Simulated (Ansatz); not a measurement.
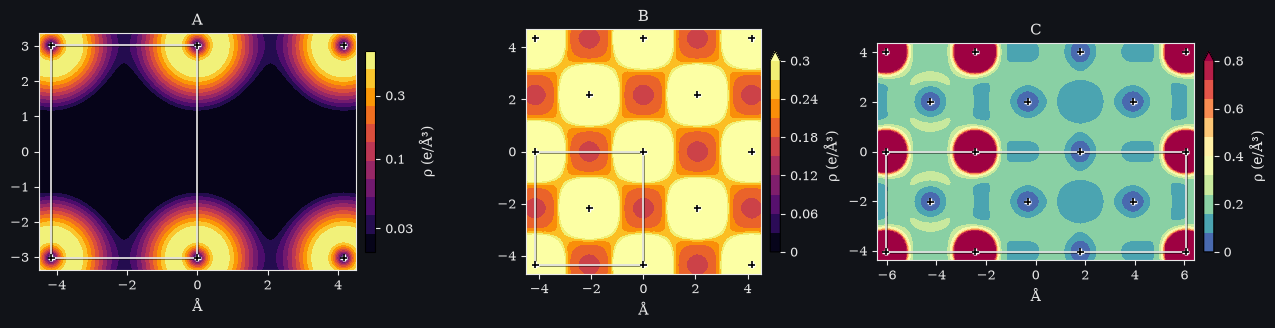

The valence electron density of 3 systems, each on a plane through atoms (crosses mark nuclei in the plane).

Method: Ansatz 0.2.0, DFT r2SCAN, scalar-relativistic, plane waves, PAW.

System 1: TiAl$_{2}$, the (100) plane of the conventional cell. Space group Cmmm; not relaxed (largest force 1.0 eV/Å); computed without spin polarisation.

```
Ti Al
1.0
     3.95910    0.00000    0.00000
     0.00000   12.09440    0.00000
     0.00000    0.00000    4.03150
Ti Al
4 8
Direct
  0.00000 0.35100 0.00000
  0.50000 0.85100 0.00000
  0.00000 0.64900 0.00000
  0.50000 0.14900 0.00000
  0.00000 0.00000 0.00000
  0.50000 0.50000 0.00000
  0.00000 0.17600 0.50000
  0.50000 0.67600 0.50000
  0.00000 0.82400 0.50000
  0.50000 0.32400 0.50000
  0.00000 0.50000 0.50000
  0.50000 0.00000 0.50000
```

System 2: Ta, the (11̄0) plane of the conventional cell. Space group I4/mmm; changed on purpose from its base cell (strain +0.030 along x and y, -0.015 along z, atoms carried along); computed pressure about −10 GPa in this cell; computed without spin polarisation.

System 3: P, the (110) plane of the conventional cell. Space group P4/mmm; changed on purpose from its base cell (strain +0.000 along x and y, -0.050 along z, atoms carried along); computed pressure about −4 GPa in this cell; computed without spin polarisation.

**Which map belongs to which system?**

Panel A is system 3, P: the plane holds P. P–P (4.16 Å): ρ is about 0.03 e/Å³ halfway. Panel B is system 2, Ta: the plane holds Ta. Ta–Ta (3.01 Å): ρ is about 0.26 e/Å³ halfway. Panel C is system 1, TiAl$_{2}$: the plane holds Ti and Al. Ti–Al (2.70 Å): ρ is about 0.23 e/Å³ halfway.
